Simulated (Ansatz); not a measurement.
```cif
data_structure
_symmetry_space_group_name_H-M 'P 1'
_symmetry_Int_Tables_number 1
_cell_length_a 5.4328
_cell_length_b 5.4328
_cell_length_c 5.0520
_cell_angle_alpha 90.000
_cell_angle_beta 90.000
_cell_angle_gamma 120.000
_cell_volume 129.14
loop_
_atom_site_label
_atom_site_type_symbol
_atom_site_fract_x
_atom_site_fract_y
_atom_site_fract_z
_atom_site_occupancy
Si1 Si 0.23199 0.46397 0.25000 1
Si2 Si 0.53603 0.76801 0.58333 1
Si3 Si 0.23199 0.76801 0.91667 1
Si4 Si 0.76801 0.53603 0.75000 1
Si5 Si 0.46397 0.23199 0.08333 1
Si6 Si 0.76801 0.23199 0.41667 1
```

Space group P6₁22; a structure generated by program, which may or may not match a known phase; changed on purpose from its base cell (volume × 0.97, shape and atoms relaxed); computed pressure about 3 GPa in this cell.

Theory: DFT PBE, scalar-relativistic, plane waves, PAW (Ansatz 0.2.0).

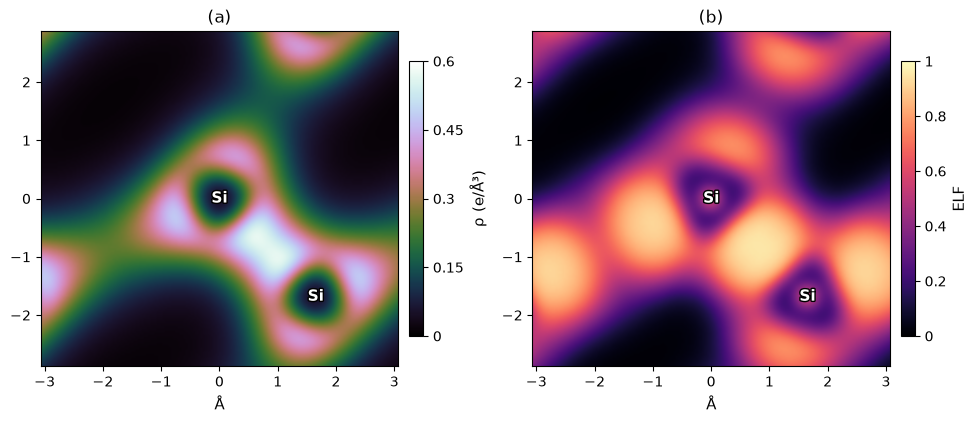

Si. (a) valence pseudo-density; (b) ELF on the (100) plane of the conventional cell.

The density is the valence pseudo-density of a PAW calculation; it isn't the true density close to the nuclei.

Question: What do the fields say about this system?

Answer:
- The plane passes through Si nuclei.
- Si–Si (2.36 Å): ρ is about 0.56 e/Å³ halfway; the ELF peaks at about 0.95 between the atoms (a covalent bond).
- Between the atoms the lowest density in this plane is 0.01 e/Å³.

Question: Metal or insulator at this level of theory?

Answer: It is gapped, with a Kohn–Sham gap of 1.4 eV on the k-point mesh, an upper bound to the gap of this method.
